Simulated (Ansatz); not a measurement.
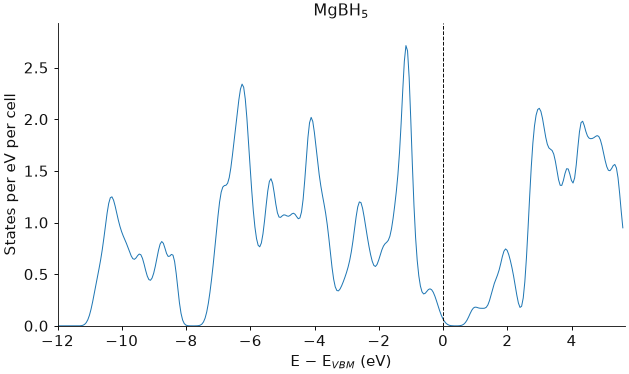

Density of states. Energies are counted from the top of the valence band. The curve is built from the levels of the k mesh with Gaussians 0.3 eV wide, which also blur the band edges.

Calculation on MgBH5, space group Immm (No. 71), 7 atoms in the cell, AlCrF5-71 type type.

Ansatz 0.2.0; DFT, r2SCAN+rVV10, plane waves, PAW, no spin polarisation, 10×10×10 k mesh, 500 eV cutoff.

### Is there a gap at the Fermi level, and how wide?

There is a gap; over the k points computed it is 0.81 eV (indirect; the smallest direct gap is 1.56 eV).

### How wide is the upper valence band?

The upper group of valence states starts about 7.3 eV under the valence-band top, with a gap beneath it; it holds about 8 electrons a cell.
